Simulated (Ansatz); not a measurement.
**Energy of Re along an even scaling of the cell**

System: Re (P6₃/mmc, 4 atoms in the cell).
Method: Kohn-Sham DFT of a periodic cell, LDA, all-electron LAPW, scalar-relativistic, no spin polarisation (Ansatz 0.2.0).

The 7 runs differ only in the geometry, by an even scaling of the cell at fixed fractional positions. The structure derives from a Materials Project entry.

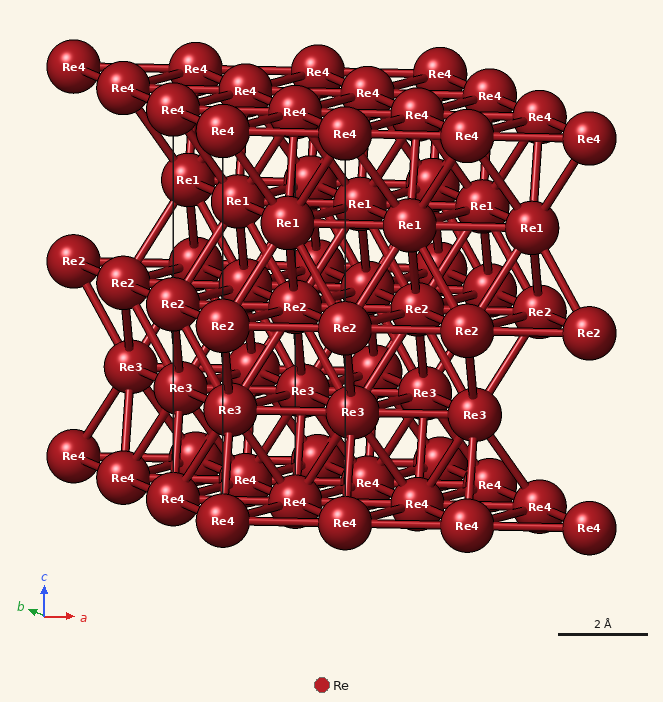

Figure 1. The structure of run 4 (ball-and-stick view of the cell of the calculation, repeated 3 × 3 × 1, seen slightly off an axis; atoms are numbered from 1 in the order of the input). An atom can appear more than once, as a periodic image.

### Input of run 4
```yaml
crystal:
  lattice:
    - [2.7663873939, 0.0, 0.0]
    - [-1.3831936969, 2.3957617598, 0.0]
    - [0.0, 0.0, 8.93884516]
  atoms:
    - { symbol: Re, position: [0.6666666667, 0.3333333333, 0.75] }
    - { symbol: Re, position: [0.0, 0.0, 0.5] }
    - { symbol: Re, position: [0.3333333333, 0.6666666667, 0.25] }
    - { symbol: Re, position: [0.0, 0.0, 0.0] }
kpoints:
  mp_grid: { grid: [11, 11, 3] }
scf:
  occupations: { method: fermi_dirac, width: 0.05 }
hamiltonian:
  xc: lda
  pseudopotentials: { kind: all_electron, lapw: { basis_error: 0.002 } }
output:
  forces: true
  stress: true
  eigenvalues: true
```

Command:
```bash
ansatz run input.yaml --threads 2 --pin off --max-ram 8192MiB --backend cpu --events-out ev --progress --plain --runs-dir out
```

Lattice vectors (Å) and fractional positions of run 4:
```
   2.766387    0.000000    0.000000
  -1.383194    2.395762    0.000000
   0.000000    0.000000    8.938845
Re  0.666667  0.333333  0.750000
Re  0.000000  0.000000  0.500000
Re  0.333333  0.666667  0.250000
Re  0.000000  0.000000  0.000000
```

Run 5 differs from it as follows:
```diff
-    - [2.7663873939, 0.0, 0.0]
-    - [-1.3831936969, 2.3957617598, 0.0]
-    - [0.0, 0.0, 8.93884516]
+    - [2.7847083741, 0.0, 0.0]
+    - [-1.392354187, 2.4116281941, 0.0]
+    - [0.0, 0.0, 8.9980445353]
```

### Results, with one run withheld

| run | volume per atom (Å³) | free energy per atom, from the lowest run given (meV) | pressure (GPa) |
| --- | --- | --- | --- |
| 1 | 13.922 | 13.94 | 12.20 |
| 2 | 14.218 | 0.00 | 3.06 |
| 3 | 14.515 | 2.06 | −5.13 |
| 4 | 14.811 | 18.46 | −12.46 |
| 5 | 15.107 | ? | ? |
| 6 | 15.403 | 88.42 | −24.90 |
| 7 | 15.699 | 139.40 | −30.13 |

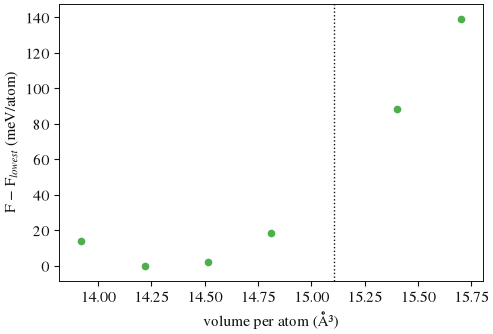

Figure 2. Free energy per atom of the runs given; the dotted line marks run 5.

What should run 5 give?

A cubic polynomial in V^(−2/3) (the Birch–Murnaghan form), fitted to the 6 runs given, misses them by at most 0.01 meV per atom. With x = V^(−2/3) − 0.16635 Å⁻², it reads F = 13.24 − 8931.6 x + 1.3932e+06 x² + 1.4791e+06 x³ (meV per atom). At run 5 it gives 47.70 meV per atom, and the run itself gives 47.70. The slope of the fit gives a pressure −dF/dV of −19.04 GPa there, and the run prints −19.03 GPa. The fit has its minimum at 14.325 Å³ per atom, where V d²F/dV² gives 402 GPa. Cell shape and fractional positions are held, so this is the stiffness under even scaling; the relaxed bulk modulus wasn't computed.

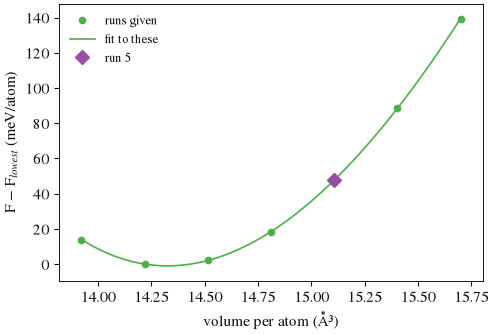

Figure 3. The fit and the withheld run.

### Output, shortened to warnings, some set-up lines, iterations and results (run 5)
```
Basis set: ecut = 253.0419076455065 eV, 575 PW (Γ), exchange–correlation at level 2
Symmetry: 24 space group operations
k-points: 32 of 363
Initial density: superposition of atomic densities (chi_scale 0.1, normalization cell)
[...]
SCF iter   1: F=—  HF=-1815571.522154 eV  |F-HF|=—  |Δ(HF+E_count)|=         —  Δρ=2.88e-2  dr2=2.40e-1  ethr=1.53e-4  ⟨swp⟩=3.0  Hψ=18849  notcnv=0
SCF iter   2: F=—  HF=-1815570.728363 eV  |F-HF|=—  |Δ(HF+E_count)|=   7.94e-1  Δρ=1.25e-2  dr2=6.61e-2  ethr=1.53e-4  ⟨swp⟩=2.1  Hψ=9316  notcnv=0  defer=1
SCF iter   3: F=—  HF=-1815570.679490 eV  |F-HF|=—  |Δ(HF+E_count)|=   4.89e-2  Δρ=8.24e-3  dr2=2.83e-2  ethr=4.24e-5  ⟨swp⟩=2.0  Hψ=8828  notcnv=0
SCF iter   4: F=—  HF=-1815570.671631 eV  |F-HF|=—  |Δ(HF+E_count)|=   7.86e-3  Δρ=5.03e-3  dr2=1.84e-2  ethr=1.81e-5  ⟨swp⟩=2.0  Hψ=8829  notcnv=0
SCF iter   5: F=—  HF=-1815570.671746 eV  |F-HF|=—  |Δ(HF+E_count)|=   1.15e-4  Δρ=3.37e-3  dr2=9.56e-3  ethr=1.18e-5  ⟨swp⟩=2.0  Hψ=8758  notcnv=0
SCF iter   6: F=—  HF=-1815570.670036 eV  |F-HF|=—  |Δ(HF+E_count)|=   1.71e-3  Δρ=1.24e-3  dr2=8.99e-4  ethr=5.76e-7  ⟨swp⟩=2.0  Hψ=14690  notcnv=0
SCF iter   7: F=—  HF=-1815570.670015 eV  |F-HF|=—  |Δ(HF+E_count)|=   2.15e-5  Δρ=2.87e-4  dr2=4.56e-5  ethr=5.76e-7  ⟨swp⟩=2.0  Hψ=8827  notcnv=0
SCF iter   8: F=—  HF=-1815570.670016 eV  |F-HF|=—  |Δ(HF+E_count)|=   1.80e-6  Δρ=1.01e-4  dr2=1.10e-5  ethr=2.92e-8  ⟨swp⟩=2.0  Hψ=8827  notcnv=0
SCF iter   9: F=—  HF=-1815570.670014 eV  |F-HF|=—  |Δ(HF+E_count)|=   2.72e-6  Δρ=3.57e-5  dr2=8.26e-7  ethr=7.07e-9  ⟨swp⟩=2.0  Hψ=8827  notcnv=0
SCF iter  10: F=—  HF=-1815570.670013 eV  |F-HF|=—  |Δ(HF+E_count)|=   1.22e-6  Δρ=1.67e-5  dr2=2.00e-7  ethr=5.29e-10  ⟨swp⟩=2.0  Hψ=8827  notcnv=0
SCF iter  11: F=-1815570.670012 eV  HF=-1815570.670013 eV  |F-HF|=3.73e-8  |Δ(HF+E_count)|=   1.51e-8  Δρ=6.41e-6  dr2=3.94e-8  ethr=1.28e-10  ⟨swp⟩=2.0  Hψ=8827  notcnv=0
SCF 1 converged in 11 iterations: F = -1815570.670012 eV  dr2 = 3.94e-8
SCF converged after 11 iterations
Free energy (F): -1815570.670012 eV
Harris-Foulkes:  -1815570.670013 eV  (|F-HF|=3.73e-8)
Internal energy: -1815570.645053 eV  (E = F + TS)
E sigma→0 (E₀):  -1815570.657533 eV
Entropy (-TS):   -0.024960 eV (-6.240 meV/atom)
Fermi energy:    29.628112 eV
--- Per-component energies (eV) ---
  E_band       = -9146.001000
  E_kinetic    = 2039619.198405
  E_xc         = -35128.211764
  E_electrostatic = -3820061.631694  (all electrons and nuclei)
  E_smearing   = -0.024960  (= −TS)
  E_closure    = 0.000000  (closes the sum)
  E_atoms      = -1815519.229449  (free atoms, spherical and without spin; not in F)
  Σ components = -1815570.670012   (vs F -1815570.670012, Δ=0.00e0)
  Basis errors (estimates in eV, not in F): energy 4.5e-4 per atom: plane waves 4.0e-4 (2.1e-4 summed), levels above the bands 1.3e-116, relativity 2.2e-8, radial functions 4.8e-5, core shells 9.3e-7; eigenvalues (radial functions only) 2.2e-6; not estimated: angular momenta, meshes, grids; target …
--- Forces (eV/Å), atoms counted from 1 ---
  atom   1  Re     0.00000000     0.00000000     0.00000000
  atom   2  Re    -0.00000000     0.00000000    -0.00000000
  atom   3  Re     0.00000000    -0.00000000    -0.00000000
  atom   4  Re    -0.00000000     0.00000000    -0.00000000
  max |Σ_I F_I| component: 9.25e-18 eV/Å
--- Stress (GPa, compression-positive) ---
      -18.985868       0.000000      -0.000000
        0.000000     -18.985868       0.000000
       -0.000000       0.000000     -19.115900
  P = ⅓ Tr σ = -19.0292 GPa (-190.292 kbar)
```

Notes: Spin–orbit coupling is left out, which matters for Re.
